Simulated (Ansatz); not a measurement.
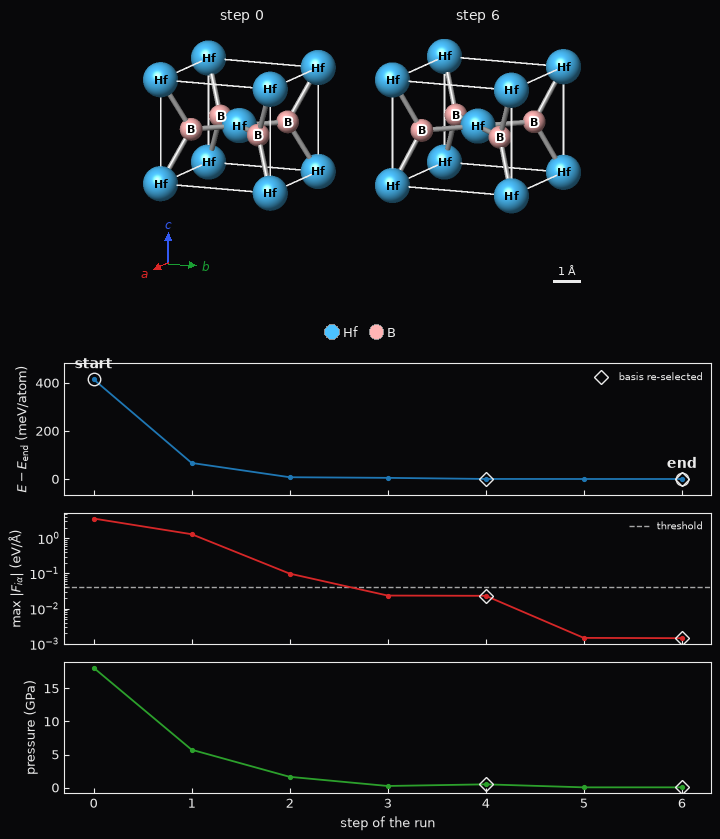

First and last geometry of a relaxation of crystalline HfB2 (a generated structure, set up in P4/mmm) (coarse preliminary run), with the history of the run. The picture is a ball-and-stick view of the cell of the calculation, seen slightly off an axis.

Level of theory: DFT PBE, scalar-relativistic, plane waves, PAW in Ansatz. Set-up: plane-wave cutoff 420 eV; k-point mesh 4 × 4 × 4; occupations gaussian; smearing width 0.1 eV; no spin polarisation; cell and atoms relaxed; force threshold 0.04 eV/Å; at most 70 steps.

### Read the history and describe the run.

It converged. After 4 accepted moves (6 points after the start) the energy has fallen by 415 meV per atom. Largest force component: 3.6 eV/Å at the start, 0.0015 eV/Å at the end. Pressure: 18.13 GPa at the start and 0.04 GPa at the end. At 2 points the geometry stayed and the basis and grid were re-selected for the new cell (energy shift of 4.6 meV per atom at most each time). The largest moves relative to the cell, 0.16 Å, are those of B atoms. Hf stays in place. The volume changes by +19.5 %, with a = b 4.586 → 4.973 Å (+8.4 %), c 4.062 → 4.126 Å (+1.6 %). Some distances before and after: B–Hf 1.983 → 2.311 Å, B–B 1.781 → 1.706 Å. Among the angles between lasting bonds that change: Hf–B–Hf 116.4° → 119.4°. The space group stays P4/mmm (No. 123). The run took 31 s on 1 thread of Arm Neoverse V1 (shared host), peak memory 0.39 GiB.

Limits of the set-up: the k-point mesh is coarse for a cell with partly filled bands.
